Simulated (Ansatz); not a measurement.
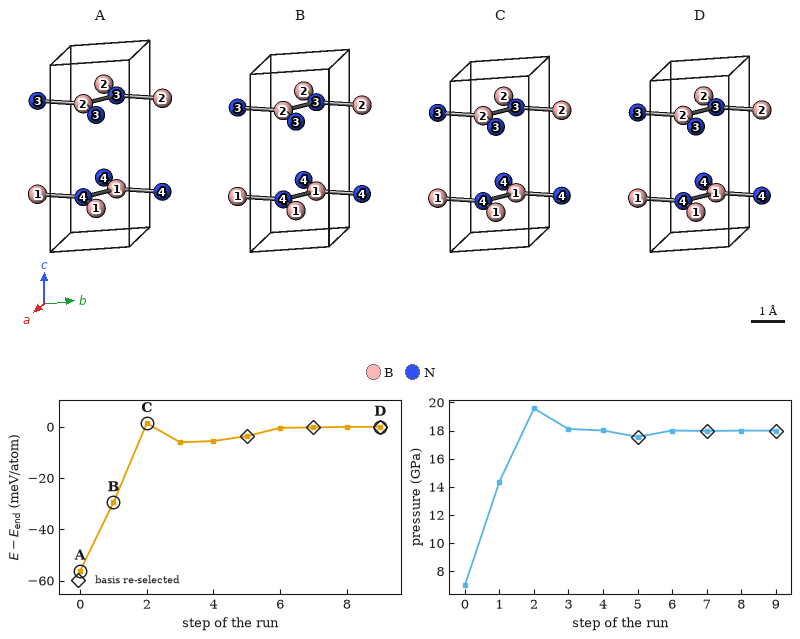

Frames of a relaxation of solid BN (set up in P6_3/mmc), marked on the history of the run. A ball-and-stick model of the cell of the calculation, seen slightly off an axis.

Case: relaxed at 18 GPa.

Level of theory: Ansatz, DFT PBE+D3(BJ), scalar-relativistic, plane waves, PAW.

Input file:
```yaml
crystal:
  lattice:
    - [2.4924178647, 0.0, 0.0]
    - [-1.2462089324, 2.1584971877, 0.0]
    - [0.0, 0.0, 5.8557726575]
  atoms:
    - { symbol: B, position: [0.3333333333, 0.6666666667, 0.25] }
    - { symbol: B, position: [0.6666666667, 0.3333333333, 0.75] }
    - { symbol: "N", position: [0.3333333333, 0.6666666667, 0.75] }
    - { symbol: "N", position: [0.6666666667, 0.3333333333, 0.25] }
basis:
  ecutwfc: 420
kpoints:
  mp_grid: { grid: [12, 12, 4] }
hamiltonian:
  xc: pbe
  dispersion: d3bj
scf:
  occupations: { method: fixed }
output:
  forces: true
  stress: true
  eigenvalues: true
relax:
  adjacent_minimum: "off"
  f_tol: 0.001
  max_steps: 60
  cell: { stress_tol: 0.02, p_target: 18.0 }
```

Command:
```bash
ansatz run input.yaml --threads 1 --pin off --max-ram 3072MiB --backend cpu --events-out ev --progress --plain --runs-dir out
```

**Describe the path.**

The atoms keep their places relative to the cell (all moves are under 0.005 Å). The volume changes by −9.6 %, with a = b 2.492 → 2.476 Å (−0.7 %), c 5.856 → 5.365 Å (−8.4 %). Near-neighbour distances that change, for instance: B1–N4 1.439 → 1.430 Å. The space group stays P6_3/mmc (No. 194). After 6 accepted moves (9 points after the start) the energy has risen by 56.1 meV per atom. With the target pressure of 18 GPa, the enthalpy E + pV changes by −28.7 meV per atom. All forces vanish by symmetry, so only the cell relaxes. Pressure: 6.99 GPa at the start and 18.00 GPa at the end. The SCF was repeated 3 times at an unchanged geometry on a basis and grid sized afresh for the cell, which shifted the energy by 1.9 meV per atom at most. The run took 13 s on 1 thread of Intel(R) Xeon(R) Platinum 8488C (Sapphire Rapids), on a shared host, peak memory 0.36 GiB. From step 0 to 1: volume −5.9 %, energy +26.7 meV per atom. From step 1 to 2: volume −4.4 %, energy +30.9 meV per atom. From step 2 to 9: volume +0.4 %, energy −1.4 meV per atom.
